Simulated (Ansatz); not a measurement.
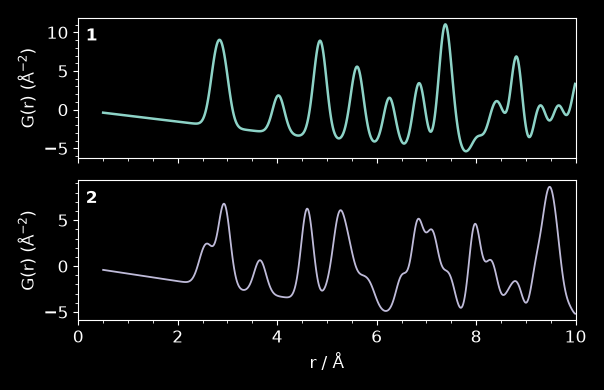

Simulated X-ray pair distribution function, G(r) = R(r)/r − 4πρ₀r, summed over the atomic distances of the structure with each pair weighted by the product of the atomic numbers (X-ray weights at Q = 0); every distance is a Gaussian of σ = 0.12 Å.

Candidate polymorphs:

A. 
```cif
data_structure
_symmetry_space_group_name_H-M 'P6/mmm'
_symmetry_Int_Tables_number 191
_cell_length_a 4.5940
_cell_length_b 4.5940
_cell_length_c 2.5186
_cell_angle_alpha 90.000
_cell_angle_beta 90.000
_cell_angle_gamma 120.000
_cell_volume 46.03
loop_
_atom_site_label
_atom_site_type_symbol
_atom_site_symmetry_multiplicity
_atom_site_Wyckoff_symbol
_atom_site_fract_x
_atom_site_fract_y
_atom_site_fract_z
_atom_site_occupancy
Mo1 Mo 1 a 0.00000 0.00000 0.00000 1
Mo2 Mo 2 d 0.33333 0.66667 0.50000 1
```

B. 
```cif
data_structure
_symmetry_space_group_name_H-M 'P6_3/mmc'
_symmetry_Int_Tables_number 194
_cell_length_a 2.7678
_cell_length_b 2.7678
_cell_length_c 4.9089
_cell_angle_alpha 90.000
_cell_angle_beta 90.000
_cell_angle_gamma 120.000
_cell_volume 32.57
loop_
_atom_site_label
_atom_site_type_symbol
_atom_site_symmetry_multiplicity
_atom_site_Wyckoff_symbol
_atom_site_fract_x
_atom_site_fract_y
_atom_site_fract_z
_atom_site_occupancy
Mo1 Mo 2 c 0.33333 0.66667 0.25000 1
```

Origins: A, the geometry relaxed with Ansatz, DFT, LDA (PW92), plane waves (420 eV) with PAW, scalar-relativistic; the starting structure was generated, so it need not be a known form of this composition; B, the geometry relaxed with DFT, revPBE, plane waves (420 eV) with PAW, scalar-relativistic (Ansatz 0.2.0); the starting structure was generated, so it need not be a known form of this composition.

Q: Match each curve to its structure.

A: curve 1 is B (Mo, first clear peaks at 2.84 Å (Mo–Mo) and 4.03 Å (Mo–Mo)); curve 2 is A (Mo, first clear peaks at 2.60 Å (Mo–Mo) and 2.93 Å (Mo–Mo)).
